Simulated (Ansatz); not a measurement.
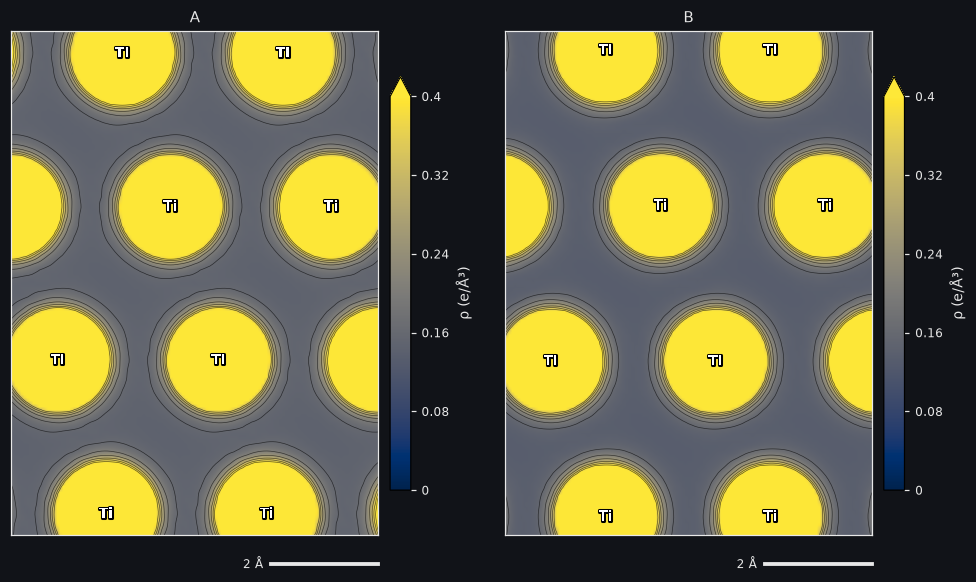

Ti. The valence charge density (pseudo) of two cells that differ in size and shape, on the (001) plane of each (indices in the axes of the calculation cell), at one length scale and on one colour scale: B has 22.3 Å³ an atom and A 20.6.

Computed without spin polarisation.

Method: DFT r2SCAN, scalar-relativistic, plane waves, PAW in Ansatz 0.2.0.

Core electrons are frozen (PAW), and the valence fields are smoothed inside the atomic spheres.

> What does the compression do to the bonding and the properties?

From the larger cell to the smaller, Ti–Ti goes from 3.07 to 2.99 Å, and the density at its midpoint from 0.14 to 0.15 e/Å³; the pressure goes from −18 to −15 GPa.
